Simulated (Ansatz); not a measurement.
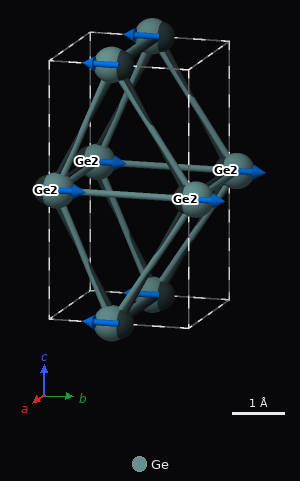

A relaxation of a crystal of Ge (set up in Cmmm). The starting structure is drawn faded, the final one solid; blue arrows show the displacements, 5 times their true length.

A ball-and-stick model of the cell of the calculation, seen slightly off an axis.

Computed with Ansatz, DFT PBE, scalar-relativistic, plane waves, PAW. Settings: plane-wave cutoff 420 eV; k-point mesh 12 × 12 × 8; occupations gaussian; smearing width 0.15 eV; no spin polarisation.

What happened in the run?

The largest moves, 0.15 Å, are those of Ge atoms. The cell stays as it was. Some distances before and after: Ge–Ge 2.921 → 3.076 Å, Ge–Ge 2.921 → 2.790 Å. Among the angles between lasting bonds that change: Ge–Ge–Ge 122.3° → 133.1°, Ge–Ge–Ge 61.2° → 66.5°, Ge–Ge–Ge 118.8° → 113.5°. The space group (tolerance 0.01 Å) goes from Cmmm (No. 65) to Pmma (No. 51).
